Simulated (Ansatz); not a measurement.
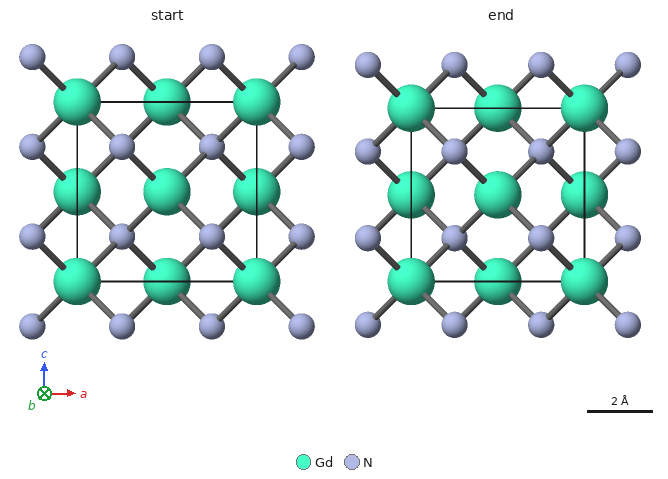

The structure of crystalline GdN (a generated structure, set up in F-43m) (coarse preliminary run) before (left) and after (right) a relaxation, at one scale.

A ball-and-stick model of the conventional cell (4 times the calculation's cell), seen along the b axis. Lengths and directions refer to the drawn axes.

The calculation used DFT PBE, scalar-relativistic, plane waves, PAW in Ansatz 0.2.0. Set-up: plane-wave cutoff 420 eV; k-point mesh 6 × 6 × 6; occupations gaussian; smearing width 0.1 eV; collinear spin; cell and atoms relaxed; force threshold 0.04 eV/Å; at most 70 steps.

Question: Describe what moved and what it gained.

Answer: The atoms keep their places relative to the cell (all moves are under 0.005 Å). Cell: a = b = c 5.533 → 5.341 Å (−3.5 %). Volume −10.1 %. Some distances before and after: Gd–N 2.396 → 2.313 Å. The space group stays F-43m (No. 216). Over 3 accepted moves (4 points after the start) the energy falls by 0.136 eV per cell of the calculation. All forces vanish by symmetry, so only the cell relaxes. Pressure: −9.20 GPa at the start and −0.20 GPa at the end. At 1 point the geometry stayed and the basis and grid were re-selected for the new cell (energy shift of 3.9 meV per cell of the calculation at most each time).
